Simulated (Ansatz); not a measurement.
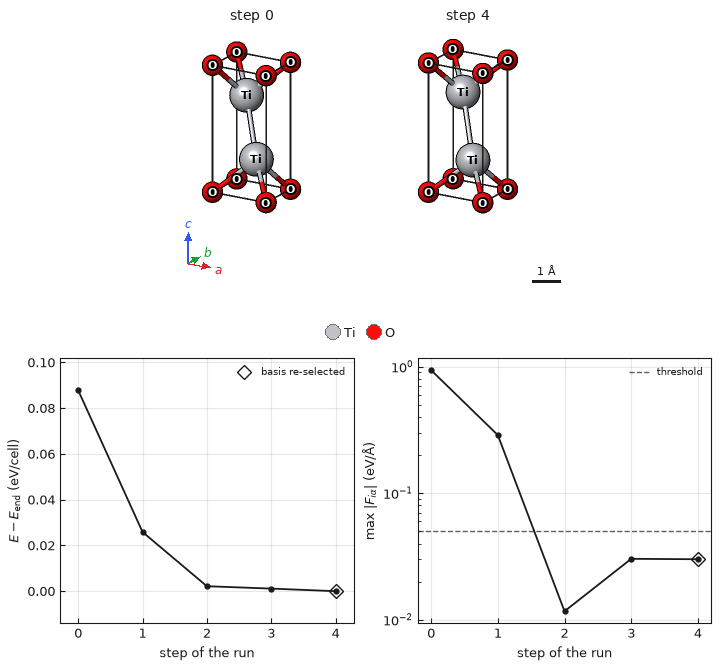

First and last geometry of a relaxation of solid Ti2O (set up in P-3m1) (coarse preliminary run), with the history of the run. Style: ball-and-stick. Shown: the cell of the calculation, slightly off an axis.

Level of theory: Ansatz, DFT r2SCAN, scalar-relativistic, plane waves, PAW. Set-up: plane-wave cutoff 500 eV; k-point mesh 6 × 6 × 4; occupations gaussian; smearing width 0.1 eV; no spin polarisation; cell and atoms relaxed; force threshold 0.05 eV/Å; at most 80 steps.

Q: Read the history and describe the run.

A: It converged. The energy falls by 87.8 meV per cell of the calculation in 3 accepted moves (4 points after the start). Largest force component: 0.94 eV/Å at the start, 0.03 eV/Å at the end. The pressure goes from 9.10 to 0.24 GPa. The SCF was repeated once at an unchanged geometry on a basis and grid sized afresh for the cell, which shifted the energy by 1.1 meV per cell of the calculation at most. The largest moves relative to the cell, 0.053 Å, are those of Ti atoms. O stays in place. Cell: a = b 2.919 → 2.955 Å (+1.2 %), c 4.713 → 4.800 Å (+1.8 %). Volume +4.4 %. Some distances before and after: Ti–Ti 2.682 → 2.808 Å, Ti–Ti 3.122 → 3.084 Å, Ti–Ti 2.919 → 2.955 Å. The space group stays P-3m1 (No. 164). Cost: 5.3 s on 2 threads of Oxide Virtual Turin-like Processor (Zen 5), on a shared host, peak memory 0.46 GiB.

```tsv
step	E − E(0), meV/atom	largest force component, eV/Å	pressure, GPa	volume, Å³/atom	note
0	0.00	0.9372	9.10	11.596	
1	-20.65	0.2878	-3.52	12.357	
2	-28.55	0.0117	-0.94	12.170	
3	-28.90	0.0303	0.23	12.101	
4	-29.28	0.0300	0.24	12.101	same geometry, new basis
```
